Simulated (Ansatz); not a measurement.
Input

```
crystal:
  lattice:
    - [4.4252770195, -2.5549348784, 0.0]
    - [0.0, 5.1098697569, 0.0]
    - [0.0, 0.0, 5.7955432028]
  atoms:
    - { symbol: Ta, position: [0.0, 0.3333333333, 0.25] }
    - { symbol: Ta, position: [0.0, 0.3333333333, 0.75] }
    - { symbol: Ta, position: [0.6666666667, 0.6666666667, 0.25] }
    - { symbol: Ta, position: [0.6666666667, 0.6666666667, 0.75] }
    - { symbol: Ta, position: [0.3333333333, 0.0, 0.25] }
    - { symbol: Ta, position: [0.3333333333, 0.0, 0.75] }
    - { symbol: "N", position: [0.6666666667, 0.3333333333, 0.5] }
    - { symbol: "N", position: [0.3333333333, 0.6666666667, 0.0] }
    - { symbol: "N", position: [0.3333333333, 0.6666666667, 0.5] }
    - { symbol: "N", position: [0.0, 0.0, 0.0] }
    - { symbol: "N", position: [0.0, 0.0, 0.5] }
basis:
  ecutwfc: 420
  xc_grid: 2
kpoints:
  mp_grid: { grid: [6, 6, 5], shift: [0.0, 0.0, 0.0] }
hamiltonian:
  xc: pbe
scf:
  occupations: { method: gaussian, width: 0.1 }
output:
  forces: true
  stress: false
  eigenvalues: true
  write_density: true
  write_potential: true
  elf: true
  volumetric_format: npy
relax:
  adjacent_minimum: "off"
  f_tol: 0.025
  max_steps: 45
```

Run with:

```sh
ansatz run input.yaml --threads 4 --pin off --max-ram 10240MiB --backend cpu --events-out ev --progress --plain --runs-dir out
```

The fields are those of the run's last geometry, not of the input's.

Computed without spin polarisation.

The calculation used Ansatz 0.2.0, DFT PBE, scalar-relativistic, plane waves, PAW.

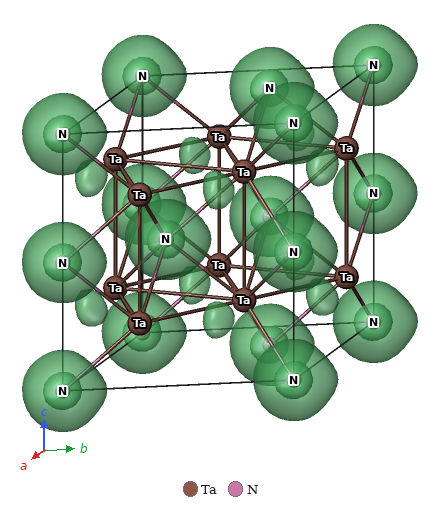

Ta$_{6}$N$_{5}$ (distorted or defective cell). Isosurface of the ELF at 0.65 (green), seen slightly off an axis. Core shells and regions of very low density are left out. Sticks mark near contacts.

Core electrons are frozen (PAW), and the valence fields are smoothed inside the atomic spheres.

> Where are the electrons localised?

At this value the surface marks out five regions wrapped around N (the valence shell of each) and six pockets between the atoms, centred on no nucleus (multi-centre or interstitial), counted in one cell of 11 atoms. Regions shared between cells count once. Profiles from the grid: Ta–N (2.23 Å): the ELF peaks at about 0.80 in the valence shell of N, 0.7 Å from its nucleus, and is about 0.20 at the midpoint: no shared electron pair shows on this line. Ta–Ta (2.89 Å): the ELF is about 0.35 at the midpoint.

> Does the calculation give a band gap?

It is gapless in this calculation (a metal or semimetal).
